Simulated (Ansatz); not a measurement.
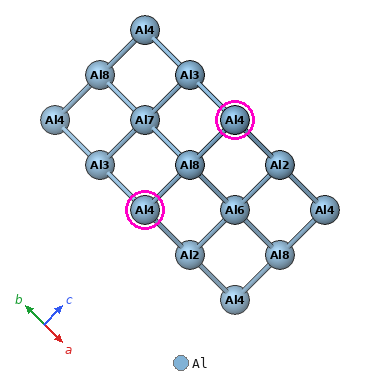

The system is Al (Im-3m, No. 229; 8 atoms in the cell); the picture shows the reference structure. One atom moved over a plane, all else fixed (x, y and z along the cube axes). Coordinates scanned: (1) shift of Al1 along x; (2) shift of Al1 along y. Nothing is relaxed (all other atoms fixed). The scan uses an 11 × 11 grid; 21 points were computed and 100 follow by symmetry. Energies: eV per cell, counted from the lowest grid point. All numbers below come from Ansatz 0.2.0, DFT PBE, scalar-relativistic, plane waves, PAW. Settings: cutoff 420 eV, k-mesh 10×10×10, gaussian smearing 0.15 eV, no spin polarisation.

Its coordinates:

```xyz
8
Lattice="3.2349 -3.2349 -3.2349 -3.2349 3.2349 -3.2349 3.2349 3.2349 3.2349" Properties=species:S:1:pos:R:3 pbc="T T T"
Al    0.0000    0.0000   -3.2349
Al    1.6175   -1.6175   -1.6175
Al   -1.6175    1.6175   -1.6175
Al    0.0000    0.0000    0.0000
Al    1.6175    1.6175   -1.6175
Al    3.2349    0.0000    0.0000
Al    0.0000    3.2349    0.0000
Al    1.6175    1.6175    1.6175
```

The input of one point:

```yaml
crystal:
  lattice:
    - [3.2349246271, -3.2349246271, -3.2349246271]
    - [-3.2349246271, 3.2349246271, -3.2349246271]
    - [3.2349246271, 3.2349246271, 3.2349246271]
  atoms:
    - { symbol: Al, position: [0.5, 0.5, 0.0] }
    - { symbol: Al, position: [0.5, 0.0, 0.0] }
    - { symbol: Al, position: [0.0, 0.5, 0.0] }
    - { symbol: Al, position: [0.0, 0.0, 0.0] }
    - { symbol: Al, position: [0.5, 0.5, 0.5] }
    - { symbol: Al, position: [0.5, 0.0, 0.5] }
    - { symbol: Al, position: [0.0, 0.5, 0.5] }
    - { symbol: Al, position: [0.0, 0.0, 0.5] }
basis:
  ecutwfc: 420
kpoints:
  mp_grid: { grid: [10, 10, 10] }
hamiltonian:
  xc: pbe
  pseudopotentials: { kind: paw, azcp: { folder: soft_1 } }
scf:
  occupations: { method: gaussian, width: 0.15 }
output:
  forces: true
  stress: true
  eigenvalues: true
```

Range: shift of Al1 along x from −1.180 to 1.180 Å; shift of Al1 along y from −1.180 to 1.180 Å.

What landscape does the calculation give?

Answer. The lowest grid point is at shift of Al1 along x = 0.000 Å, shift of Al1 along y = 0.000 Å. No other kind of well shows on this grid. The highest grid point, shift of Al1 along x = −1.180 Å, shift of Al1 along y = −1.180 Å, lies 11.7 eV above the lowest. Near the minimum the well is nearly round, with a curvature of about 3.9 eV/Å².

| shift of Al1 along y ↓, shift of Al1 along x → | −1.180 | −0.944 | −0.708 | −0.472 | −0.236 | 0.000 | 0.236 | 0.472 | 0.708 | 0.944 | 1.180 |
| --- | --- | --- | --- | --- | --- | --- | --- | --- | --- | --- | --- |
| 1.180 | 11.7 | 9.2 | 6.9 | 5.1 | 3.9 | 3.5 | 3.9 | 5.1 | 6.9 | 9.2 | 11.7 |
| 0.944 | 9.2 | 6.9 | 4.9 | 3.3 | 2.3 | 2.0 | 2.3 | 3.3 | 4.9 | 6.9 | 9.2 |
| 0.708 | 6.9 | 4.9 | 3.3 | 2.0 | 1.3 | 1.0 | 1.3 | 2.0 | 3.3 | 4.9 | 6.9 |
| 0.472 | 5.1 | 3.3 | 2.0 | 1.2 | 0.6 | 0.4 | 0.6 | 1.2 | 2.0 | 3.3 | 5.1 |
| 0.236 | 3.9 | 2.3 | 1.3 | 0.6 | 0.2 | 0.1 | 0.2 | 0.6 | 1.3 | 2.3 | 3.9 |
| 0.000 | 3.5 | 2.0 | 1.0 | 0.4 | 0.1 | 0.0 | 0.1 | 0.4 | 1.0 | 2.0 | 3.5 |
| −0.236 | 3.9 | 2.3 | 1.3 | 0.6 | 0.2 | 0.1 | 0.2 | 0.6 | 1.3 | 2.3 | 3.9 |
| −0.472 | 5.1 | 3.3 | 2.0 | 1.2 | 0.6 | 0.4 | 0.6 | 1.2 | 2.0 | 3.3 | 5.1 |
| −0.708 | 6.9 | 4.9 | 3.3 | 2.0 | 1.3 | 1.0 | 1.3 | 2.0 | 3.3 | 4.9 | 6.9 |
| −0.944 | 9.2 | 6.9 | 4.9 | 3.3 | 2.3 | 2.0 | 2.3 | 3.3 | 4.9 | 6.9 | 9.2 |
| −1.180 | 11.7 | 9.2 | 6.9 | 5.1 | 3.9 | 3.5 | 3.9 | 5.1 | 6.9 | 9.2 | 11.7 |

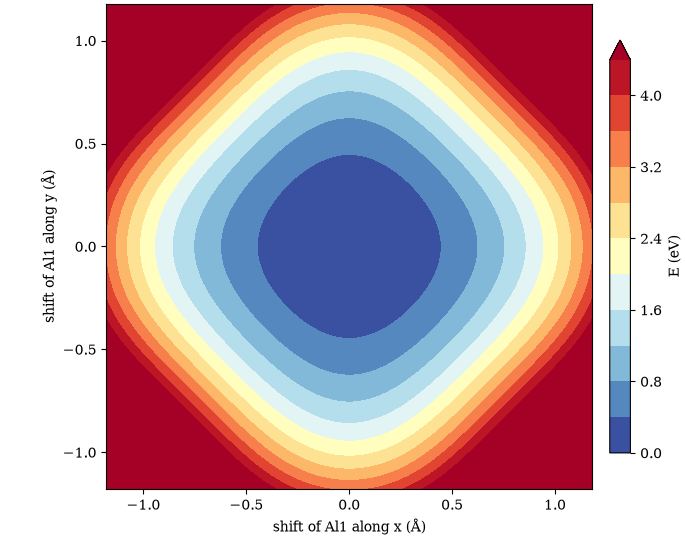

In the figure: filled contours, one colour for all values above the top of the scale. Between grid points the surface is interpolated.

Each point was launched as `ansatz run input.yaml --threads 4 --pin off --max-ram 8192MiB --backend cpu --events-out ev --progress --plain --runs-dir out`. Time for the 21 points that were run: 4.3 min on 4 threads of AMD EPYC 7R43 64-Core Processor (Zen 3) (shared host).
